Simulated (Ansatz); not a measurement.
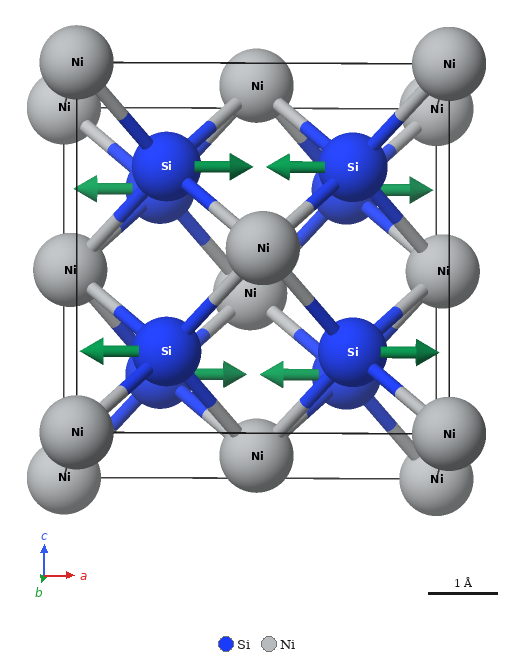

One vibrational mode of a crystal of Si$_{2}$Ni at the zone centre. Displacements are drawn as green arrows; their common scale and sign are arbitrary. Style: ball-and-stick. Shown: the conventional cell (4 times the calculation's cell), from a free direction. Lengths and directions refer to the drawn axes.

Level of theory: Ansatz 0.2.0, DFT PBE, scalar-relativistic, plane waves, PAW. Set-up: plane-wave cutoff 420 eV; k-point mesh 14 × 14 × 14; occupations fermi dirac; smearing width 0.15 eV; no spin polarisation.

The frequencies depend somewhat on the k-mesh and the smearing.

Q: Describe the mode and give its frequency.

A: This is the T₂g mode (triply degenerate; one member of the set is drawn) at 314 cm⁻¹, the highest optical level, Raman-active by symmetry. The Ni atoms stay at rest; all motion is along a; atoms of one kind move against one another, with no net shift of their sublattice.
